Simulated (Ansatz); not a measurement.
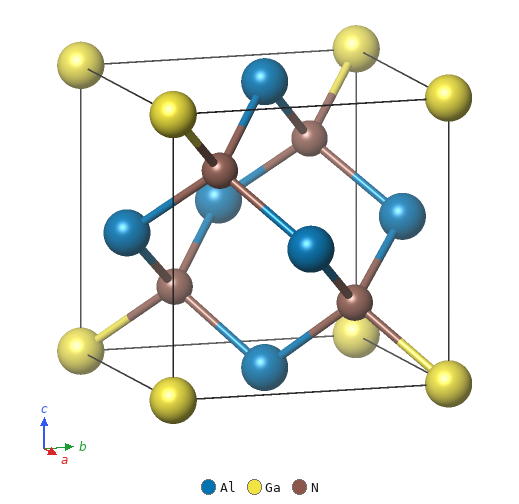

Ball-and-stick drawing of the structure, looking slightly off an axis. One conventional unit cell is framed, with atoms on its boundary repeated.

It has the composition Al3GaN4. Space group P-43m (No. 215), lattice primitive cubic. Cell content 3 Al, 1 Ga, 4 N; Z = 1. Al bonds to four N in a tetrahedral arrangement. Ga is linked to four N in a tetrahedral arrangement. The neighbours of N are three Al and one Ga in a tetrahedral arrangement. The bonds build a three-dimensional framework.

The initial geometry was a structure listed in the Materials Project. Earlier steps of the study, as a rule a relaxation of our own, may have changed the cell and positions, so they can lie some per cent off the listed ones. It was run through Ansatz as a DFT input.
